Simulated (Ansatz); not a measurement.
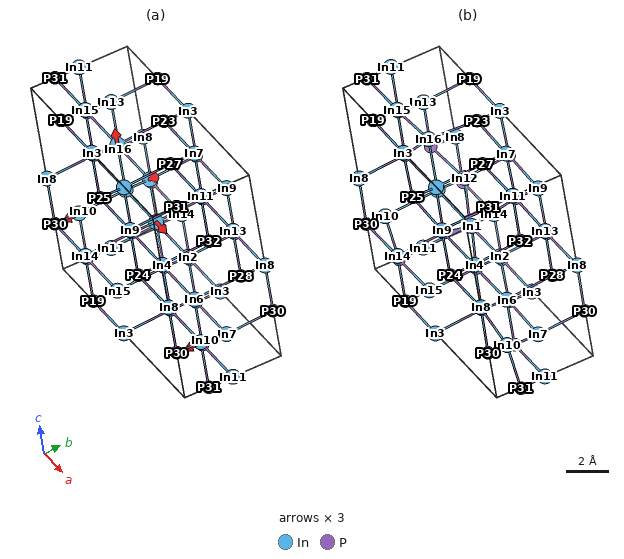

The structure of a defect cell of composition In$_{17}$P$_{15}$ (coarse preliminary run) before (left) and after (right) a relaxation, at one scale. The red arrows give the displacements, magnified 3 times.

The picture is a ball-and-stick view of the cell of the calculation (origin shifted), seen slightly off an axis.

Case: In on a P site (d), charge +0, atoms relaxed at the host's cell.

Method: DFT PBE, scalar-relativistic, plane waves, PAW (Ansatz). Set-up: plane-wave cutoff 420 eV; k-point mesh 1 × 1 × 1; occupations gaussian; smearing width 0.02 eV; no spin polarisation; atoms relaxed in a fixed cell; force threshold 0.025 eV/Å; at most 45 steps.

Question: Summarise the run.

Answer: The energy falls by 0.648 eV per cell of the calculation in 3 accepted moves (4 points after the start). The largest force component goes from 0.76 to 0.012 eV/Å. The line search rejected the trial step at point 3 of the run. The largest moves, 0.32 Å, are those of In atoms. Largest moves by element: In 0.32 Å, P 0.05 Å. The lattice vectors keep their values. Some distances before and after: In–In 2.581 → 2.902 Å, In–P 2.581 → 2.543 Å, In–P 2.581 → 2.571 Å. Among the angles between lasting bonds that change: In–P–In 109.5° → 101.8°, In–In–P 109.5° → 102.8°, P–In–P 109.5° → 115.3°. The run took 71 s on 4 threads of Arm Neoverse N1, with other jobs on the host, peak memory 0.89 GiB.

Limits of the set-up: the k-point mesh is coarse for a cell with partly filled bands.
